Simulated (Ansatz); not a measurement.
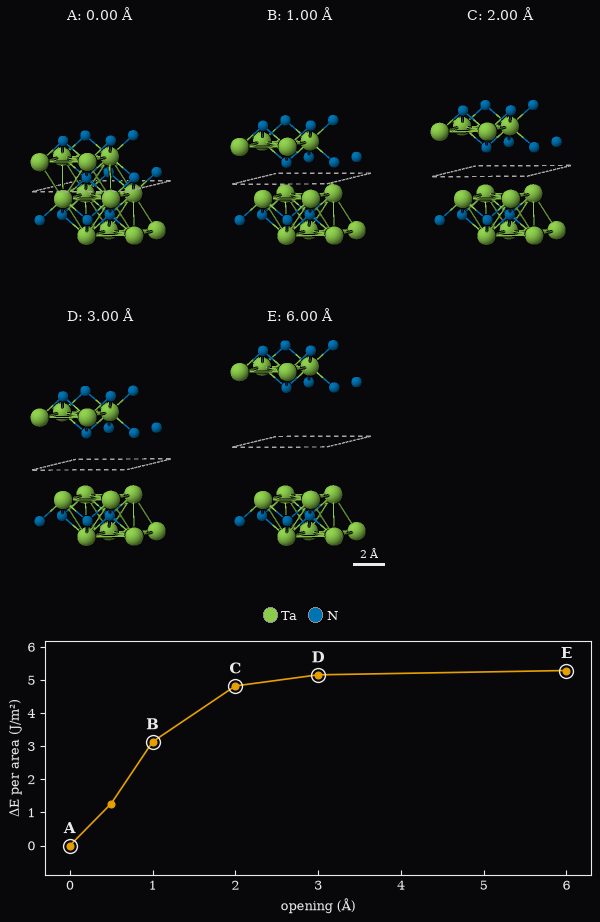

Energy scan for a crystal of TaN (Fm-3m), in which the crystal is pulled apart rigidly along the normal of the (1 1 1) plane of the conventional cell, at a cut between a plane of Ta below and one of N above, 1.28 Å apart. One cut stands in each cell, which starts 15.3 Å high; nothing is relaxed, and the dashed outline marks the cut. The lettered frames are marked on the plot. Style: ball-and-stick. Shown: the layers on both sides of the cut, from the side, nearly along the cut plane.

Level of theory: DFT PBE, scalar-relativistic, plane waves, PAW (Ansatz 0.2.0). (plane-wave cutoff 420 eV; k-point mesh 22 × 22 × 4; occupations gaussian; smearing width 0.15 eV; no spin polarisation). Energies (free energies at the smearing named) are counted from the relaxed crystal.

Describe the profile.

Answer. At the widest opening, 6.00 Å, the energy has risen by 5.29 J/m², where the curve has levelled off: this is the ideal work of separation, the sum of the two unrelaxed surface energies of a slab 15.3 Å thick. The steepest rise lies between 0.50 Å and 1.00 Å, with a mean traction of about 37 GPa.

The computed points:

```csv
opening (Å),ΔE per area (J/m²)
0.00,0.00
0.50,1.27
1.00,3.14
2.00,4.82
3.00,5.16
6.00,5.29
```
